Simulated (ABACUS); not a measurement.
## Band-structure run of TiO (part 2 of 2)

Continued. System: TiO (P-6m2, 2 atoms in the cell). Method: Kohn-Sham DFT of a periodic cell, LDA, PseudoDojo NC SR 0.4.1 LDA stringent, no spin polarisation (ABACUS 3.10.1); cutoff 1251.72 eV, 8×8×6 k-mesh, fermi-dirac of 0.05 eV. The structure derives from an entry of the Crystallography Open Database.

Geometry of the input (Å; fractional positions):
```
3.0310  0.0000  0.0000
-1.5155  2.6249  0.0000
0.0000  0.0000  3.2377
Ti 0.6667  0.3333  0.0000
O  0.0000  0.0000  0.5000
```

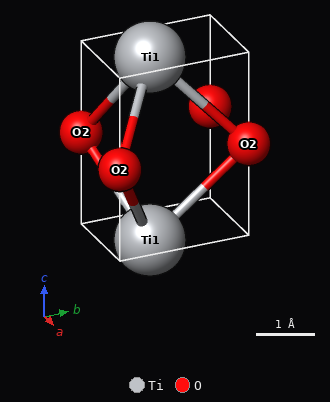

The structure (ball-and-stick view of the cell of the calculation, seen slightly off an axis; atoms are numbered from 1 in the order of the input).

## The program's output, continued
```
                                     npwx = 664

 Make real space PAO into reciprocal space.
       max mesh points in Pseudopotential = 701
     dq(describe PAO in reciprocal space) = 0.01
                                    max q = 1155

 number of pseudo atomic orbitals for Ti is 4
WARNING: norm of atomic wavefunction # 3 of atomic type Ti is 0.999558, renormalized
WARNING: norm of atomic wavefunction # 4 of atomic type Ti is 0.991186, renormalized

 number of pseudo atomic orbitals for O is 2
WARNING: norm of atomic wavefunction # 2 of atomic type O is 0.99998, renormalized

 -------------------------------------------
 SELF-CONSISTENT
 -------------------------------------------
                                 init_chg = atomic

 PW ALGORITHM --------------- ION=   1  ELEC=   1--------------------------------

 Density error is 0.441065135699
                          Error Threshold = 0.01
----------------------------------------------------------
     Energy           Rydberg                 eV
----------------------------------------------------------
 E_KohnSham     -151.6337066142      -2063.0824188134
 E_Harris       -152.9047647984      -2080.3760526079
 E_Fermi        0.8972172805         12.2072673591
----------------------------------------------------------

 PW ALGORITHM --------------- ION=   1  ELEC=   2--------------------------------

 Density error is 2.69294313815
                          Error Threshold = 0.00245036186499
----------------------------------------------------------
     Energy           Rydberg                 eV
----------------------------------------------------------
 E_KohnSham     -151.4005617877      -2059.9103207134
 E_Harris       -149.2860410380      -2031.1407899784
 E_Fermi        0.7527159605         10.2412260377
----------------------------------------------------------

 PW ALGORITHM --------------- ION=   1  ELEC=   3--------------------------------

 Density error is 0.0502636638821
                          Error Threshold = 0.00245036186499
----------------------------------------------------------
     Energy           Rydberg                 eV
----------------------------------------------------------
 E_KohnSham     -151.8590388412      -2066.1482210441
 E_Harris       -152.4586741180      -2074.3066775296
 E_Fermi        0.8748165052         11.9024891746
----------------------------------------------------------

 PW ALGORITHM --------------- ION=   1  ELEC=   4--------------------------------

 Density error is 0.0065017675233
                          Error Threshold = 0.000279242577123
----------------------------------------------------------
     Energy           Rydberg                 eV
----------------------------------------------------------
 E_KohnSham     -151.8602464533      -2066.1646514497
 E_Harris       -152.0188048032      -2068.3219484738
 E_Fermi        0.8550983726         11.6342102177
----------------------------------------------------------

 PW ALGORITHM --------------- ION=   1  ELEC=   5--------------------------------

 Density error is 5.62525310711e-05
                          Error Threshold = 3.6120930685e-05
----------------------------------------------------------
     Energy           Rydberg                 eV
----------------------------------------------------------
 E_KohnSham     -151.8610386160      -2066.1754293762
 E_Harris       -151.9030224853      -2066.7466492224
 E_Fermi        0.8468586689         11.5221032971
----------------------------------------------------------

 PW ALGORITHM --------------- ION=   1  ELEC=   6--------------------------------

 Density error is 1.09279752707e-05
                          Error Threshold = 3.12514061506e-07
----------------------------------------------------------
     Energy           Rydberg                 eV
----------------------------------------------------------
 E_KohnSham     -151.8610526690      -2066.1756205770
 E_Harris       -151.8459451071      -2065.9700716520
 E_Fermi        0.8445988205         11.4913564833
----------------------------------------------------------

 PW ALGORITHM --------------- ION=   1  ELEC=   7--------------------------------

 Density error is 6.38323534152e-07
                          Error Threshold = 6.07109737263e-08
----------------------------------------------------------
     Energy           Rydberg                 eV
----------------------------------------------------------
 E_KohnSham     -151.8610535938      -2066.1756331584
 E_Harris       -151.8592220918      -2066.1507142955
 E_Fermi        0.8450577020         11.4975998856
----------------------------------------------------------

 PW ALGORITHM --------------- ION=   1  ELEC=   8--------------------------------

 Density error is 3.60811267191e-09
                          Error Threshold = 3.5462418564e-09
----------------------------------------------------------
     Energy           Rydberg                 eV
----------------------------------------------------------
 E_KohnSham     -151.8610537064      -2066.1756346908
 E_KS(sigma->0) -151.8610196227      -2066.1751709584
 E_Harris       -151.8612046523      -2066.1776884158
 E_band         -13.3863455421       -182.1305747693
 E_one_elec     -46.4805961789       -632.4009544707
 E_Hartree      30.7242613994        418.0250218734
 E_xc           -25.2561776541       -343.6279257963
 E_Ewald        -110.8484731053      -1508.1708488324
 E_entropy(-TS) -0.0000681674        -0.0009274648
 E_descf        0.0000000000         0.0000000000
 E_exx          0.0000000000         0.0000000000
 E_Fermi        0.8451668948         11.4990855308
----------------------------------------------------------

 charge density convergence is achieved
 final etot is -2066.1756347 eV
 EFERMI = 11.499085531 eV
The vacuum level is 10.748840002 eV

 STATE ENERGY(eV) AND OCCUPATIONS    NSPIN == 1
 1/40 kpoint (Cartesian) = 0.0000 0.0000 0.0000 (651 pws)
       1       -45.9433     0.00520833
       2       -22.5416     0.00520833
       3       -22.2131     0.00520833
       4       -22.2131     0.00520833
       5       -7.86211     0.00520833
       6        7.00845     0.00520833
       7        7.64224     0.00520833
       8        7.64224     0.00520833
       9        9.14640     0.00520833
      10        12.0426    9.89854e-08
      11        12.4847    1.43228e-11
      12        12.4847    1.43228e-11
      13        12.8834    4.92950e-15
      14        12.8834    4.92950e-15
      15        23.8232        0.00000
      16        25.4231        0.00000
      17        27.0900        0.00000
      18        27.0900        0.00000
      19        29.2335        0.00000

 2/40 kpoint (Cartesian) = -0.041241 0.023810 0.0000 (649 pws)
       1       -45.9358      0.0312500
       2       -22.5342      0.0312500
       3       -22.2683      0.0312500
       4       -22.2254      0.0312500
       5       -7.75201      0.0312500
       6        6.91085      0.0312500
       7        7.00616      0.0312500
       8        7.65136      0.0312500
       9        9.44307      0.0312500
      10        12.1778    3.97785e-08
      11        12.6108    6.89961e-12
      12        12.8033    1.46854e-13
      13        12.8306    8.50743e-14
      14        12.9756    4.67855e-15
      15        23.7906        0.00000
      16        25.2984        0.00000
      17        25.8017        0.00000
      18        27.2600        0.00000
      19        30.3647        0.00000

 3/40 kpoint (Cartesian) = -0.082481 0.047620 0.0000 (657 pws)
       1       -45.9177      0.0312500
       2       -22.5161      0.0312500
       3       -22.3994      0.0312500
       4       -22.2548      0.0312500
       5       -7.47912      0.0312500
       6        5.88454      0.0312500
       7        6.69561      0.0312500
       8        7.65548      0.0312500
       9        9.96986      0.0312500
      10        12.0124    1.08689e-06
      11        12.7056    1.03630e-12
      12        12.9760    4.63780e-15
      13        13.1459    1.55079e-16
      14        13.9899    7.24225e-24
      15        23.0229        0.00000
      16        24.6597        0.00000
      17        25.2162        0.00000
      18        27.3680        0.00000
      19        30.5933        0.00000

 4/40 kpoint (Cartesian) = -0.12372 0.071431 0.0000 (646 pws)
       1       -45.8996      0.0312500
       2       -22.5279      0.0312500
       3       -22.4980      0.0312500
       4       -22.2841      0.0312500
       5       -7.19432      0.0312500
       6        5.01135      0.0312500
       7        6.50404      0.0312500
       8        7.63735      0.0312500
       9        9.97826      0.0312500
      10        12.5558    2.07340e-11
      11        12.5840    1.17909e-11
      12        13.2463    2.08291e-17
      13        13.4364    4.65345e-19
      14        15.1486    6.24363e-34
      15        21.0969    1.34619e-85
      16        24.5854        0.00000
      17        25.4559        0.00000
      18        26.9316        0.00000
      19        30.2900        0.00000

 5/40 kpoint (Cartesian) = 0.16496 0.28572 0.0000 (662 pws)
       1       -45.8920      0.0156250
       2       -22.5805      0.0156250
       3       -22.4905      0.0156250
       4       -22.2961      0.0156250
       5       -7.07220      0.0156250
       6        4.68808      0.0156250
       7        6.43048      0.0156250
       8        7.62428      0.0156250
       9        9.85480      0.0156250
      10        12.5346    1.58393e-11
      11        12.9626    3.03599e-15
      12        13.2686    6.66792e-18
      13        13.6591    2.70235e-21
      14        15.8841    1.27775e-40
      15        19.8825    2.37669e-75
      16        24.6195        0.00000
      17        25.6737        0.00000
      18        26.6056        0.00000
      19        30.3318        0.00000

 6/40 kpoint (Cartesian) = -0.041241 0.071431 0.0000 (652 pws)
       1       -45.9230      0.0312500
       2       -22.5214      0.0312500
       3       -22.3551      0.0312500
       4       -22.2524      0.0312500
       5       -7.56036      0.0312500
       6        6.23013      0.0312500
       7        6.75833      0.0312500
       8        7.57723      0.0312500
       9        9.90831      0.0312500
      10        11.8864    1.35030e-05
      11        12.6676    2.21450e-12
      12        12.9109    1.70699e-14
      13        13.1762    8.46311e-17
      14        13.7116    1.89467e-21
      15        23.4942        0.00000
      16        24.7456        0.00000
      17        25.2244        0.00000
      18        27.2446        0.00000
      19        31.1436        0.00000

[... levels at 34 further k points ...]

------------------------------------------------------------------------------------------
 TOTAL-FORCE (eV/Angstrom)
------------------------------------------------------------------------------------------
                       Ti1         0.0000000000         0.0000000000         0.0000000000
                        O1         0.0000000000         0.0000000000         0.0000000000
------------------------------------------------------------------------------------------

----------------------------------------------------------------
 TOTAL-STRESS (KBAR)
----------------------------------------------------------------
      -380.3208503737        -0.0000000000        -0.0000000000
         0.0000000000      -380.3208503652        -0.0000000000
        -0.0000000000        -0.0000000000      -594.4949897296
----------------------------------------------------------------
 TOTAL-PRESSURE: -451.712230 KBAR

 --------------------------------------------
 !FINAL_ETOT_IS -2066.1756346907850457 eV
 --------------------------------------------
```

## Standard output
```
ABACUS v3.10.1

               Atomic-orbital Based Ab-initio Computation at UStc

 dft_functional readin is: pz
 dft_functional in pseudopot file is: SLAPWNOGXNOGC
 Please make sure this is what you need
 dft_functional readin is: pz
 dft_functional in pseudopot file is: SLA PW NOGXNOGC
 Please make sure this is what you need

%%%%%%%%%%%%%%%%%%%%%%%%%%%%%%%%%%%%%%%%%%%%%%%%%%%%%%%%%%%%%%%%%%%%%%%%%%%%%%%%%%%%%%%%%%%%%%%%%%%%%%%%%
 Warning: the number of valence electrons in pseudopotential > 4 for Ti: [Ar] 3d2 4s2
 Pseudopotentials with additional electrons can yield (more) accurate outcomes, but may be less efficient.
 If you're confident that your chosen pseudopotential is appropriate, you can safely ignore this warning.
%%%%%%%%%%%%%%%%%%%%%%%%%%%%%%%%%%%%%%%%%%%%%%%%%%%%%%%%%%%%%%%%%%%%%%%%%%%%%%%%%%%%%%%%%%%%%%%%%%%%%%%%%

 UNIFORM GRID DIM        : 36 * 36 * 40
 UNIFORM GRID DIM(BIG)   : 36 * 36 * 40
 ---------------------------------------------------------
 Self-consistent calculations for electrons
 ---------------------------------------------------------
 SPIN    KPOINTS         PROCESSORS  THREADS
 1       40              4           4
 ---------------------------------------------------------
 Use plane wave basis
 ---------------------------------------------------------
 ELEMENT NATOM       XC
 Ti      1
 O       1
 ---------------------------------------------------------
 Initial plane wave basis and FFT box
 ---------------------------------------------------------
 -------------------------------------------
 SELF-CONSISTENT :
 -------------------------------------------
 START CHARGE      : atomic
 ITER       ETOT/eV          EDIFF/eV         DRHO     TIME/s
 DA1     -2.06308242e+03   0.00000000e+00   4.4107e-01   0.63
 DA2     -2.05991032e+03   3.17209810e+00   2.6929e+00   0.53
 DA3     -2.06614822e+03  -6.23790033e+00   5.0264e-02   0.50
 DA4     -2.06616465e+03  -1.64304056e-02   6.5018e-03   0.40
 DA5     -2.06617543e+03  -1.07779266e-02   5.6253e-05   0.44
 DA6     -2.06617562e+03  -1.91200756e-04   1.0928e-05   0.61
 DA7     -2.06617563e+03  -1.25814021e-05   6.3832e-07   0.41
 DA8     -2.06617563e+03  -1.53239630e-06   3.6081e-09   0.50
----------------------------------------------------------------
 TOTAL-STRESS (KBAR)
----------------------------------------------------------------
      -380.3208503737        -0.0000000000        -0.0000000000
         0.0000000000      -380.3208503652        -0.0000000000
        -0.0000000000        -0.0000000000      -594.4949897296
----------------------------------------------------------------
 TOTAL-PRESSURE: -451.712230 KBAR
```

## Results in brief

- outcome: converged
- space group (tolerance 0.01 Å): P-6m2 (187)
- electrons treated: 18
- free energy: −2066.1756 eV
- Fermi energy of the self-consistent step: 11.499 eV
- gap on the k-point mesh: none (metallic)
- pressure: −45.17 GPa
- largest force (length of the vector): under 0.001 eV/Å
- wall time: 5.2 s (CPU time 20 s)
- peak memory: 0.36 GiB

## Remarks

The cell is under a tension of 45 GPa at this level, so it is not at its equilibrium volume.
